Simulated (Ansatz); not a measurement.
Here is a crystal structure:

```
Ge
1.0
     4.01225    0.00000    0.00000
     0.00000    6.38562    0.00000
     0.00000    0.00000    6.74384
Ge
8
Direct
  0.50000 0.78707 0.55523
  0.50000 0.21293 0.05523
  0.50000 0.81437 0.94477
  0.50000 0.18563 0.44477
  0.00000 0.28707 0.55523
  0.00000 0.71293 0.05523
  0.00000 0.31437 0.94477
  0.00000 0.68563 0.44477
```

What would you see if this were drawn?

The element is germanium. The space group is Cmc2_1 (No. 36); the lattice is base-centred orthorhombic. The cell holds eight atoms. Each Ge atom is coordinated by two Ge in a bent arrangement at 2.24 Å. Not all metal-metal contacts are counted. The bonds build Ge chains along [100].

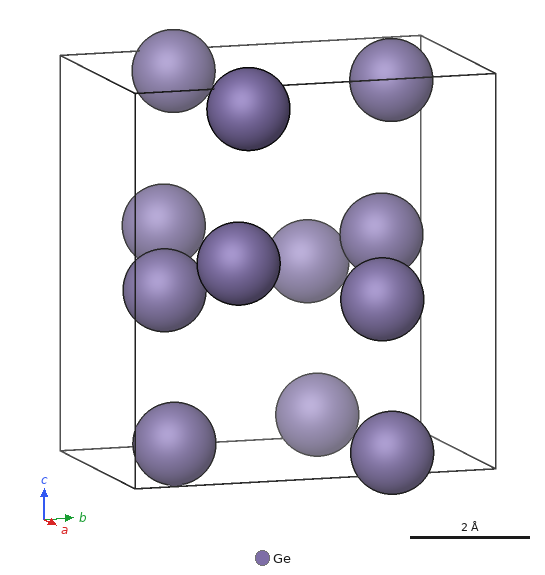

Spheres-only drawing of the structure, looking slightly off an axis. The outline marks the conventional unit cell.

The model was built from a structure listed in the Materials Project. The cell was then strained or its atoms displaced on purpose. It was run through Ansatz as a DFT input.

At this level of theory the cell isn't at rest (compressed, at 11 GPa and forces up to 2.3 eV/Å), so its distances can differ from those at equilibrium, the more so the softer the solid.
